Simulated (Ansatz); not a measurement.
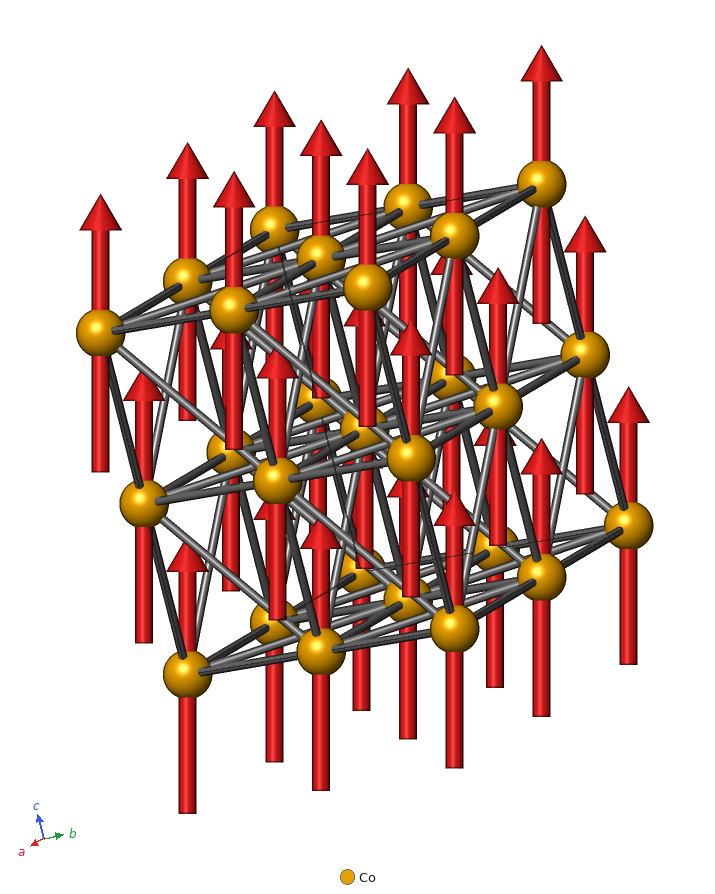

An orthographic ball-and-stick view of the structure, slightly off an axis. Thin lines show the simulation cell, with boundary atoms drawn in all their periodic places. Arrows are the site magnetic moments above 0.25 μB; longer means larger, and red and blue are up and down (without spin-orbit coupling the axis itself is arbitrary).

This is the state reached for Co. Calculation details: Ansatz, DFT PBEsol, scalar-relativistic, plane waves, PAW; wavefunction cutoff 420 eV, k-points on an 8×8×8 grid, Gaussian smearing of 0.1 eV, collinear spins.

**Describe the spin arrangement.**

Ferromagnetic (within this cell). Site moments: 8 Co +1.6 μB. The net spin moment of the whole cell is 12.7 μB, including what lies between the atoms and on sites without an arrow.

The structure was taken from a structure listed in the Materials Project, with elements exchanged, so it need not be a known form of the compound. Relaxation method: DFT PBEsol, scalar-relativistic, plane waves, PAW (Ansatz).
